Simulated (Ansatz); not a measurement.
# ZnO4: what the fields show

```cif
data_structure
_symmetry_space_group_name_H-M 'P 1'
_symmetry_Int_Tables_number 1
_cell_length_a 3.5795
_cell_length_b 3.5795
_cell_length_c 3.5795
_cell_angle_alpha 90.000
_cell_angle_beta 90.000
_cell_angle_gamma 90.000
_cell_volume 45.86
loop_
_atom_site_label
_atom_site_type_symbol
_atom_site_fract_x
_atom_site_fract_y
_atom_site_fract_z
_atom_site_occupancy
Zn1 Zn 0.50000 0.50000 0.50000 1
O1 O 0.00000 0.00000 0.00000 1
O2 O 0.50000 0.00000 0.00000 1
O3 O 0.00000 0.50000 0.00000 1
O4 O 0.00000 0.00000 0.50000 1
```

Space group Pm-3m; a structure generated by program, which may or may not match a known phase; the program warned that a starting moment wasn't kept; spin-polarised, but the moments vanished.

These are results of Ansatz, DFT PBE, scalar-relativistic, plane waves, PAW, not measurements.

Core electrons are frozen (PAW), and the valence fields are smoothed inside the atomic spheres.

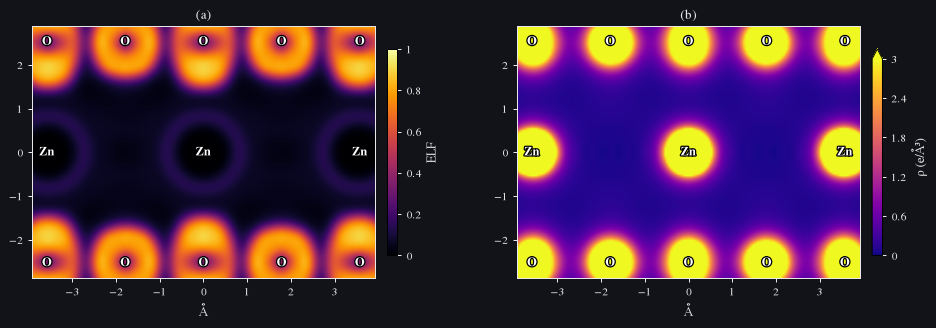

Figure 1. (a) ELF; (b) valence pseudo-density on the (101) plane of the conventional cell.

Q: What do the fields say about this system?

A: Atoms in the plane: Zn and O. O–O (1.79 Å): the density is about 0.75 e/Å³ at the midpoint; the ELF peaks at about 0.80 in the valence shell of O, 0.5 Å from its nucleus, and drops to about 0.30 between the two atoms. Zn–O (2.53 Å): the density is about 0.17 e/Å³ at the midpoint; the ELF is about 0.10 at the midpoint (no localised pair shows between them). Between the atoms the lowest density in this plane is 0.04 e/Å³.

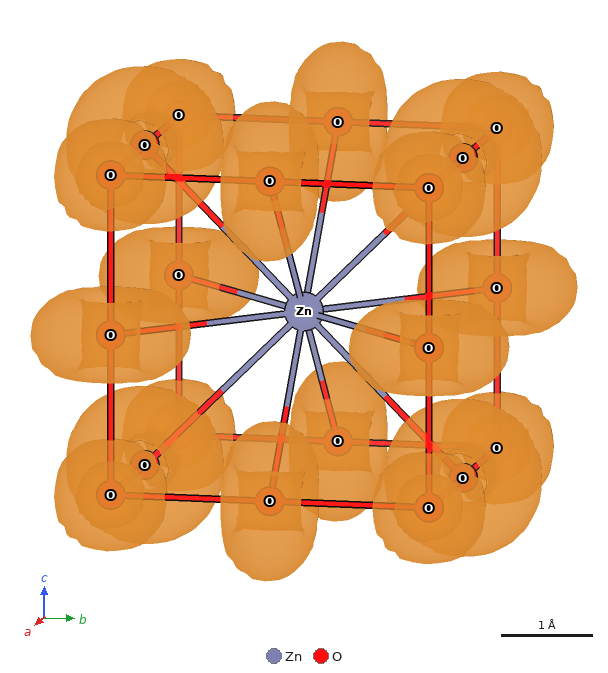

Figure 2. Isosurface of the electron localisation function at 0.75 (orange), seen slightly off an axis. Core shells and regions of very low density are left out. Sticks mark near contacts.

Q: Where are the electrons localised?

A: At this value the surface marks out four regions wrapped around O (the valence shell of each), counted in one cell of 5 atoms. Any copies at cell faces, edges or corners count once.

Q: Does the calculation make it a metal, or give it a gap?

A: It is gapless in this calculation (a metal or semimetal).
